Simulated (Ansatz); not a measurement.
# Single-point calculation of FeO (part 2 of 2)

FeO (4 atoms in the cell); DFT LDA+U, scalar-relativistic, plane waves, PAW, Ueff = 3 eV on Fe atom 1 d; Ueff = 3 eV on Fe atom 2 d, spin-polarised (Ansatz 0.2.0); cutoff 420 eV, 5×5×5 k-mesh, Gaussian smearing of 0.05 eV, collinear spins. The structure was built on a prototype by a generator; it need not be a known phase. It belongs to a series of runs on one base structure; here: antiferromagnetic start, free.

Geometry of the input (Å; fractional positions):
```
3.5024  0.0000  0.0000
0.0000  3.5024  0.0000
0.0000  0.0000  4.3605
Fe 0.0000  0.5000  0.0000
Fe 0.5000  0.0000  0.5000
O  0.0000  0.0000  0.2500
O  0.0000  0.0000  0.7500
```

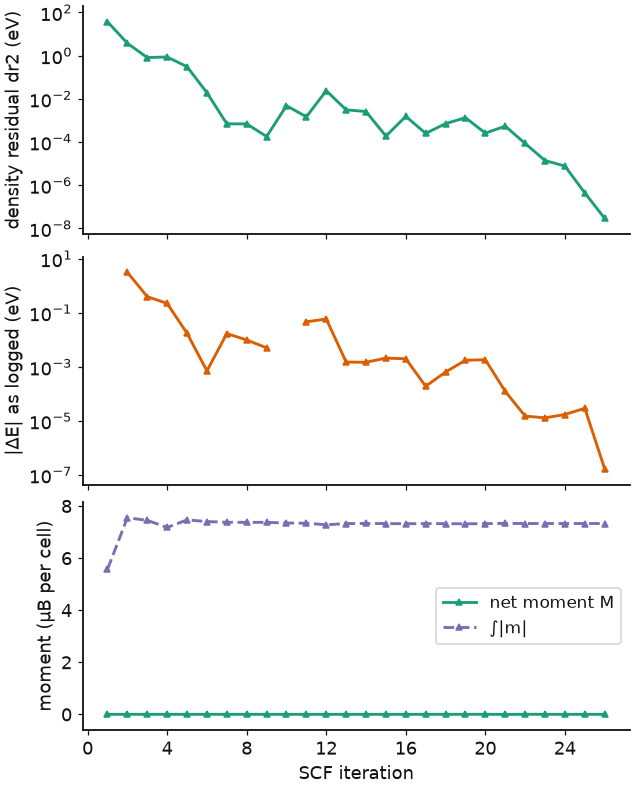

*Convergence of the self-consistent field: density residual dr2, size of the energy change and magnetic moment against the SCF iteration.*

The residual falls unevenly and jumps up by a factor of two or more 5 times on the way down. The net moment stays at 0.0 μB per cell.

```
SCF converged after 26 iterations
Magnetization: -0.0003 μB (21.9998 up, 22.0002 down)
Absolute magnetization: 7.3277 μB (∫|ρ↑−ρ↓|, with the PAW one-centre terms)
Spin contamination: 3.8549 ħ² per cell (⟨S²⟩ above its minimum at these occupations)
Per-site moments (μB) at R_I (Å): [(3.2443150310455504, 0.8508931433876162), (-3.2444167758678075, 0.8508931433876165), (-3.1254555780315836e-5, 0.8508931433876165), (-3.125455577964754e-5, 0.8508931433876162)]
Free energy (F): -9943.445013 eV
Harris-Foulkes:  -9943.445013 eV  (|F-HF|=2.21e-8)
Internal energy: -9943.442069 eV  (E = F + TS)
E sigma→0 (E₀):  -9943.443541 eV
Entropy (-TS):   -0.002944 eV (-0.736 meV/atom)
Fermi energy:    9.850322 eV
--- Per-component energies (eV) ---
  E_band       = -752.615271
  E_kinetic    = 1023.849808
  E_local      = -6363.745606  (includes V_loc(G=0)·N_el)
  E_nonlocal   = 566.538477
  E_hartree    = 2595.806047
  E_xc         = -368.640881
  E_vxc        = -475.775253  (∫ρ·V_xc dr)
  E_hubbard    = 1.736603  (on-site DFT+U / exact-exchange correction)
  E_vhub       = -15.368724  (the Hubbard potential's part of the band-sum identity)
  E_paw        = -2912.147437  (= ΣΔE_a)
  E_vpaw       = -679.729845  (= ΣTr[D̂ρ^β])
  E_aug_tail   = 0.006252  (compensation charges beyond the density's cutoff)
  E_ewald      = -4487.842247
  E_core_change = 0.996914  (= ΣΔE_core)
  E_smearing   = -0.002944  (= −TS)
  E_closure    = -0.000000  (closes the sum)
  Σ components = -9943.445013   (vs F -9943.445013, Δ=0.00e0)
--- Specified on-site occupations, and those of the state reported ---
  electrons in the specified blocks: 11.8000 specified, 12.5612 found
  site 1 (l=d) ↑: largest change of an orbital's occupation 0.2370; electrons 1.0500 specified, 1.3649 found; spectral distance 0.2692
  site 0 (l=d) ↓: largest change of an orbital's occupation 0.2370; electrons 1.0500 specified, 1.3650 found; spectral distance 0.2692
  site 1 (l=d) ↓: largest change of an orbital's occupation 0.0270; electrons 4.8500 specified, 4.9157 found; spectral distance 0.0539
  site 0 (l=d) ↑: largest change of an orbital's occupation 0.0270; electrons 4.8500 specified, 4.9157 found; spectral distance 0.0539
--- Forces (eV/Å), atoms counted from 1 ---
  atom   1  Fe     0.00000000     0.00000000     0.00000000
  atom   2  Fe     0.00000000     0.00000000    -0.00000000
  atom   3  O      0.00000000     0.00000000    -0.00002633
  atom   4  O     -0.00000000     0.00000000     0.00002633
  max |Σ_I F_I| component: 1.66e-28 eV/Å
--- Stress (GPa, compression-positive) ---
      -26.735453       0.000000       0.000000
        0.000000     -26.734686       0.000000
        0.000000       0.000000      25.883801
  P = ⅓ Tr σ = -9.1954 GPa (-91.954 kbar)
--- Band table (eV; the first three rows and the last of 54) ---
  k-point 0 ↑: bands = ["-79.6869", "-75.8261", "-46.4282", "-46.2937", "-45.5702", "-42.4218", "-42.4103", "-42.2132", "-10.1762", "-7.4959", "1.3659", "2.5706", "3.8835", "4.5420", "4.7024", "4.7472", "4.7930", "4.9077", "5.7807", "7.1801", "8.9912", "9.4279", "9.8145", "10.8971", "11.2908", "11.6019", "12.5681", "14.5047", "17.1139", "18.3063", "19.5245", "19.9886"]
  k-point 1 ↑: bands = ["-79.6869", "-75.8261", "-46.4282", "-46.2938", "-45.5701", "-42.4218", "-42.4104", "-42.2132", "-9.9848", "-7.8558", "1.9484", "2.4747", "3.8987", "4.5443", "4.6232", "4.7975", "4.9154", "5.0678", "5.9908", "7.0228", "8.7423", "8.8497", "9.7577", "10.8930", "11.2258", "11.7146", "12.4209", "13.4655", "17.8573", "19.6293", "19.7337", "20.2237"]
  k-point 2 ↑: bands = ["-79.6869", "-75.8261", "-46.4281", "-46.2938", "-45.5701", "-42.4219", "-42.4106", "-42.2133", "-9.4413", "-8.6458", "2.3426", "3.1301", "3.9365", "4.4043", "4.5479", "4.8623", "5.2641", "5.4461", "6.2665", "6.7014", "7.2786", "8.5876", "10.0050", "10.8864", "11.1301", "11.3187", "12.1831", "12.8828", "18.4635", "19.5149", "20.1869", "20.7804"]
  k-point 26 ↓: bands = ["-79.6870", "-75.8253", "-46.4347", "-46.2933", "-45.5738", "-42.4303", "-42.4090", "-42.2172", "-9.0698", "-8.4950", "2.8146", "3.2245", "3.5333", "3.8887", "4.2354", "4.5388", "4.9503", "5.7875", "6.1740", "6.4801", "7.7232", "8.5881", "9.8458", "10.5649", "11.1508", "11.2139", "12.2618", "13.7255", "16.9743", "17.4811", "17.7605", "18.3501"]
Occupation matrices written to [file]
--- Löwdin populations: 4 sites ---
  site symbol       q [e]    m [muB]
     0     Fe     14.9659     3.5228
     1     Fe     14.9657    -3.5229
     2      O      6.8896    -0.0000
     3      O      6.8896    -0.0000
  spilling = 0.006574 (of n_electrons = 44.000000)
--- Occupation matrices: 2 shells (run DFT+U table (all-electron-ortho-atomic); ε = 2.00e-2, under-converged) ---
  Fe0 d_3D: site group D2h (mmm)
  Fe0 d_3D up     Tr n = 4.9157  λ = 0.944 0.983 0.996 0.996 0.997  [x2-y2 1.00 Ag(1.00) | 4× xz 0.25 Ag(0.25)]
  Fe0 d_3D dn     Tr n = 1.3650  λ = 0.061 0.074 0.088 0.257 0.885  [3× xz 0.33 Ag(0.33) | yz 1.00 B3g(1.00) | x2-y2 0.70 Ag(1.00)]
  specified occupation → Fe0 d_3D up: matrix, ‖Δ‖_F = 0.0539, Tr Δ = -0.0657, displaced = 0.0588, d_λ = 0.0539; orbital distance = 0.0000
  specified occupation → Fe0 d_3D dn: matrix, ‖Δ‖_F = 0.3087, Tr Δ = -0.3150, displaced = 0.2971, d_λ = 0.2692; orbital distance = 0.1735
  Fe1 d_3D: site group D2h (mmm)
  Fe1 d_3D up     Tr n = 1.3649  λ = 0.061 0.073 0.088 0.257 0.885  [3× yz 0.33 Ag(0.33) | xz 1.00 B3g(1.00) | x2-y2 0.70 Ag(1.00)]
  Fe1 d_3D dn     Tr n = 4.9157  λ = 0.944 0.983 0.996 0.996 0.997  [x2-y2 1.00 Ag(1.00) | 4× xz 0.25 Ag(0.25)]
  specified occupation → Fe1 d_3D up: matrix, ‖Δ‖_F = 0.3086, Tr Δ = -0.3149, displaced = 0.2970, d_λ = 0.2692; orbital distance = 0.1734
  specified occupation → Fe1 d_3D dn: matrix, ‖Δ‖_F = 0.0539, Tr Δ = -0.0657, displaced = 0.0588, d_λ = 0.0539; orbital distance = 0.0000
  Tr n, λ and their labels are of the run-group-symmetrised matrices; stabiliser: 16 of 32 elements of G0×{1,Θ} (closed), max defect 2.5e-4 at τ = 4.5e-3
```

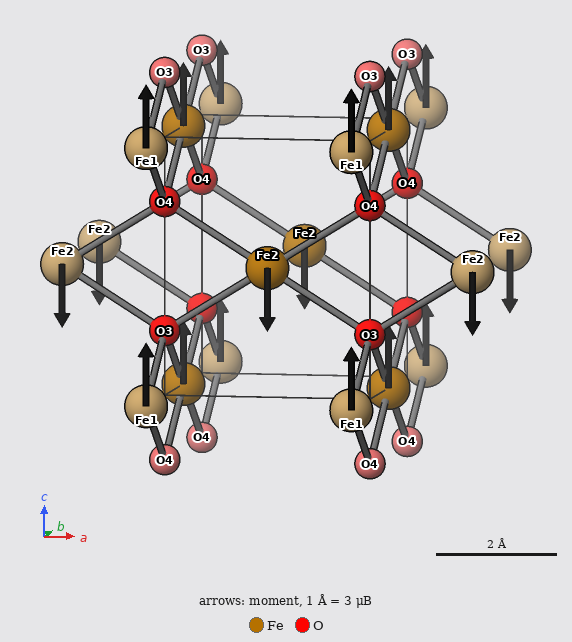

*Magnetic moments of the sites as black arrows (ball-and-stick view of the cell of the calculation, seen slightly off an axis; neighbours outside the cell are drawn fainter; atoms are numbered from 1 in the order of the input); small moments hardly show. The run is collinear, so the axis drawn is arbitrary.*

Site moments: Fe2 (−3.24 μB); Fe1 (3.24 μB). They are counted near the atoms and needn't add up to the moment of the cell.

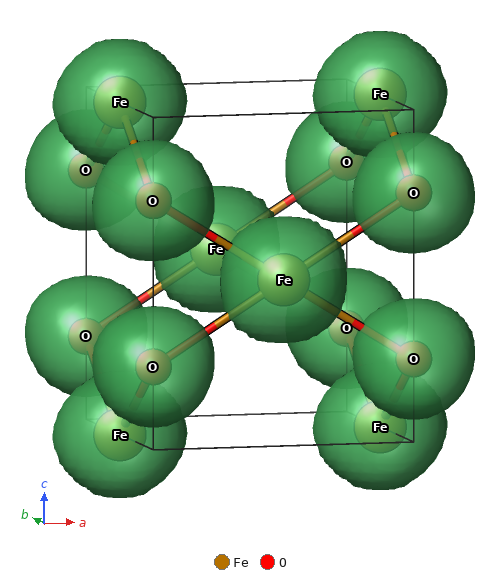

*Isosurface of the valence pseudo-density at 0.8 e/Å³ (green), seen slightly off an axis. Sticks mark near contacts. The outline is the cell set on symmetry axes of the magnetic structure.*

At this value the density breaks into separate islands; it holds about 80 % of the electrons treated as valence (semicore included). It is pinched off along the Fe–O (2.06 Å) contacts. On the grid the lowest density along these lines, outside the cores, is 0.53 e/Å³ (Fe–O, 2.06 Å). Core electrons are frozen (PAW), so the fields are smoothed inside the atomic spheres.

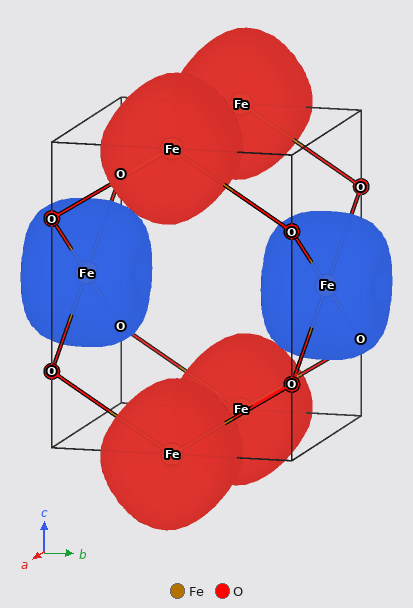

*Isosurfaces of the magnetisation density (up minus down) at +0.1 (red) and −0.1 e/Å³ (blue), seen slightly off an axis. Sticks mark near contacts. The outline is the cell set on symmetry axes of the magnetic structure.*

The cell of the calculation (4 atoms) carries 0.0 μB net.

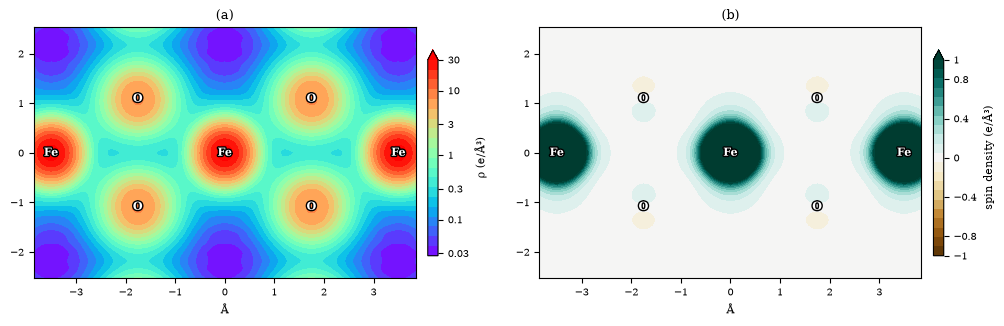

*(a) valence charge density (pseudo); (b) spin density (up minus down) on the (100) plane of the conventional cell of the magnetic structure.*

Atoms in the plane: Fe and O. Fe–O (2.06 Å): ρ is about 0.54 e/Å³ halfway. Away from the nuclei the density in this plane falls to 0.03 e/Å³ at its lowest. The cell of the calculation (4 atoms) carries 0.0 μB net.

### Summary

| quantity | value |
| --- | --- |
| outcome | converged |
| space group (tolerance 0.01 Å) | P4₂/mmc (131) |
| electrons treated | 44 |
| free energy | −9943.4450 eV |
| Fermi energy | 9.850 eV |
| gap on the k-point mesh | none (metallic) |
| net moment of the cell | 0.00 μB |
| integrated absolute moment | 7.33 μB |
| pressure | −9.20 GPa |
| largest force (length of the vector) | under 0.001 eV/Å |
| hardware | 2 threads of AMD EPYC (Zen 5), 16 GiB of memory available, shared host |
| wall time | 2.4 s (CPU time 4.6 s) |
| peak memory | 0.47 GiB |
